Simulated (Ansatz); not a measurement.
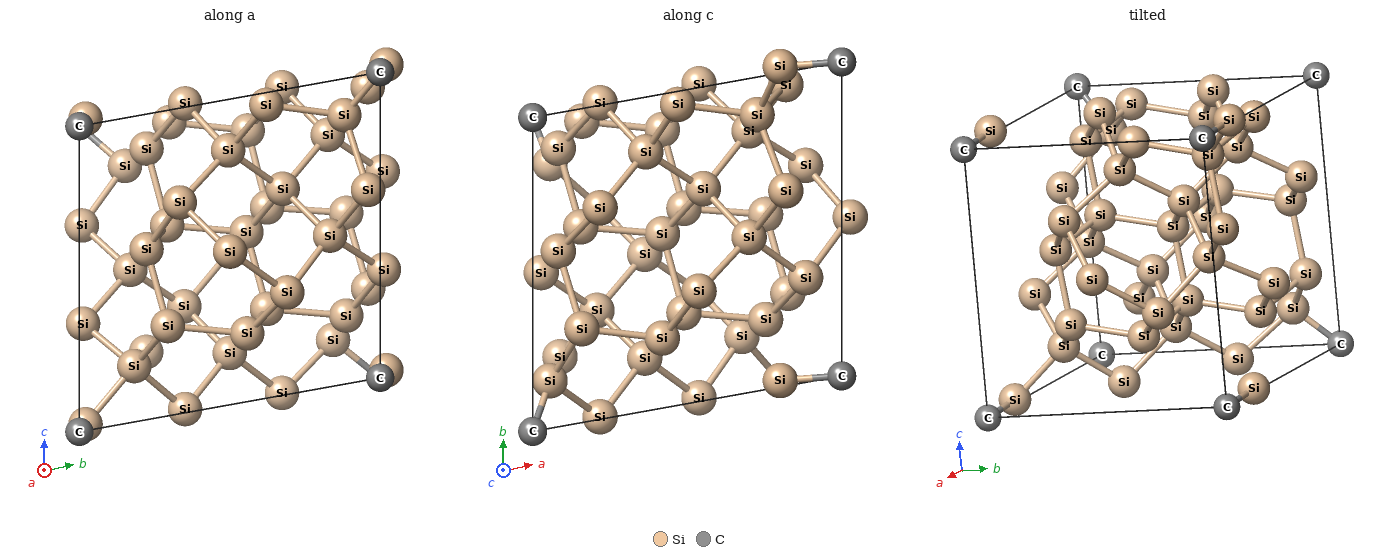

Crystal structure, ball-and-stick style, seen along the a axis, along the c axis and slightly off an axis. Lines trace the edges of the simulation cell.

- The solid is Si₃₆C.
- The cell has 37 atoms, namely 36 Si, 1 C.
- C is surrounded by three Si.
- The bonds build a three-dimensional framework.

Its origin is a structure listed in the Materials Project, repeated into a supercell with a point defect put in. The atoms were relaxed in a fixed cell with DFT PBE, scalar-relativistic, plane waves, PAW in Ansatz 0.2.0.
